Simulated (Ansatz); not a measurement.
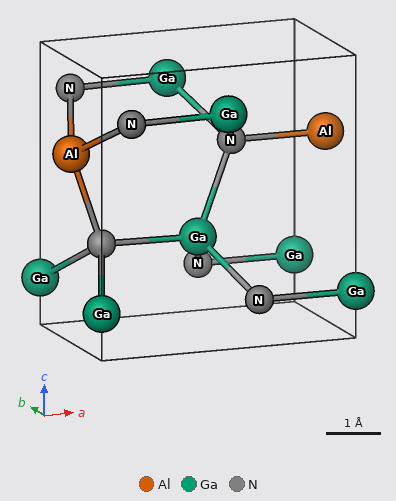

Phonons of a crystal of AlGa$_{3}$N$_{4}$, space group Pm (No. 6), at the zone centre. The picture is a ball-and-stick view of the cell of the calculation, seen slightly off an axis.

These are results of DFT LDA, scalar-relativistic, plane waves, PAW (Ansatz 0.2.0), not measurements. Settings: plane-wave cutoff 420 eV; k-point mesh 6 × 8 × 6; occupations fixed; no spin polarisation.

Frequencies are those without the non-analytic (LO–TO) term.

Which optical modes does it have, at what frequencies, and is it stable there?

Answer. The calculation's cell holds 8 atoms, so there are 21 optical modes, in 20 levels. No level is unstable.

| level | symmetry | frequency (cm⁻¹) | activity |
| --- | --- | --- | --- |
| 1 | A″ | 140 | infrared- and Raman-active |
| 2 | A′ | 154 | infrared- and Raman-active |
| 3 | A″ | 160 | infrared- and Raman-active |
| 4 | A′ | 198 | infrared- and Raman-active |
| 5 | A″ | 246 | infrared- and Raman-active |
| 6 | A′ | 263 | infrared- and Raman-active |
| 7 | A′ | 317 | infrared- and Raman-active |
| 8 | A′ | 402 | infrared- and Raman-active |
| 9 | A′ | 412 | infrared- and Raman-active |
| 10 | A′ | 563 | infrared- and Raman-active |
| 11 | A″ | 570 | infrared- and Raman-active |
| 12 | doubly degenerate | 572 | not assigned |
| 13 | A′ | 591 | infrared- and Raman-active |
| 14 | A″ | 609 | infrared- and Raman-active |
| 15 | A′ | 634 | infrared- and Raman-active |
| 16 | A′ | 657 | infrared- and Raman-active |
| 17 | A″ | 664 | infrared- and Raman-active |
| 18 | A′ | 698 | infrared- and Raman-active |
| 19 | A′ | 707 | infrared- and Raman-active |
| 20 | A′ | 715 | infrared- and Raman-active |

The modes drawn as arrows (one member of each degenerate set), 6 of the levels:

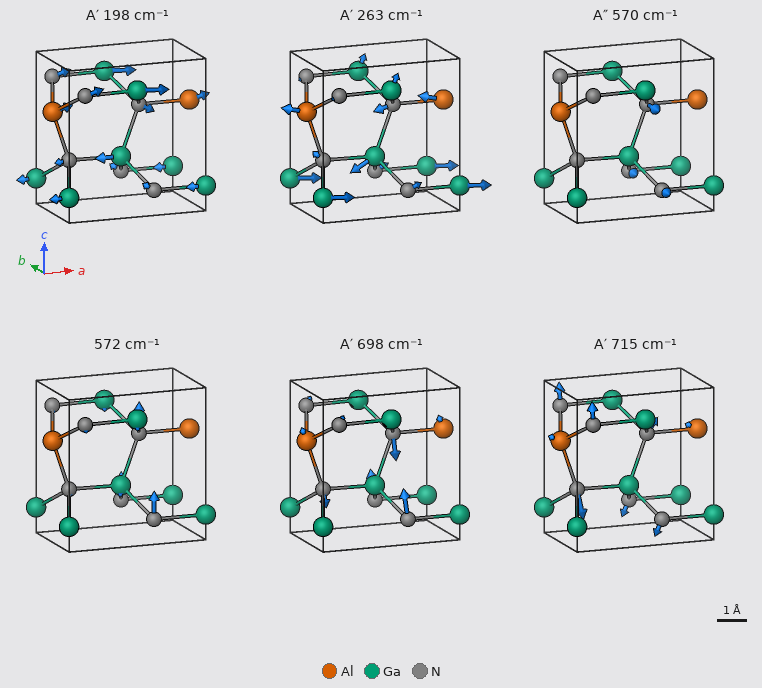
